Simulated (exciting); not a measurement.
System: Hf, space group P6/mmm (No. 191).

Starting cell:
```cif
data_structure
_symmetry_space_group_name_H-M 'P 1'
_symmetry_Int_Tables_number 1
_cell_length_a 4.9623
_cell_length_b 4.9623
_cell_length_c 3.0862
_cell_angle_alpha 90.000
_cell_angle_beta 90.000
_cell_angle_gamma 120.000
_cell_volume 65.82
loop_
_atom_site_label
_atom_site_type_symbol
_atom_site_fract_x
_atom_site_fract_y
_atom_site_fract_z
_atom_site_occupancy
Hf1 Hf 0.00000 0.00000 0.00000 1
Hf2 Hf 0.33333 0.66667 0.50000 1
Hf3 Hf 0.66667 0.33333 0.50000 1
```

How it was computed, with exciting sodium: all-electron LAPW DFT, no spin polarisation; energies at scaled volumes of the given cell, shape and fractions fixed, counted from the fit's minimum, third-order Birch-Murnaghan fit. Level: PBEsol.

```csv
setting,value
k mesh,6×6×9
occupations,Fermi–Dirac
smearing width,0.05 eV
potentials,"all electron LAPW+lo, shipped species files"
program settings,rgkmax 9
```

What does the calculation give for the energy against volume? The volume takes the values 20.62, 21.06, 21.50, 21.94, 22.38, 22.82, 23.25 Å³/atom.

A third-order Birch–Murnaghan fit gives V0 = 21.40 Å³/atom, B0 = 114 GPa and B′ = 3.2. The energy is 10.49 meV/atom at volume 20.62 Å³/atom and 50.95 meV/atom at 23.25 Å³/atom; the lowest computed point is at volume 21.50 Å³/atom (−0.05 meV/atom).

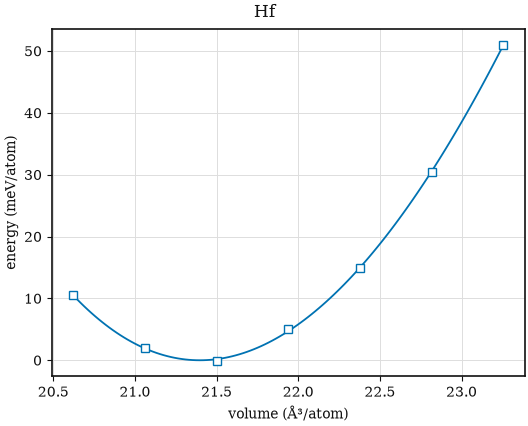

Note: shape and atomic fractions are frozen while scaling, which makes layered, chain and framework solids too stiff.
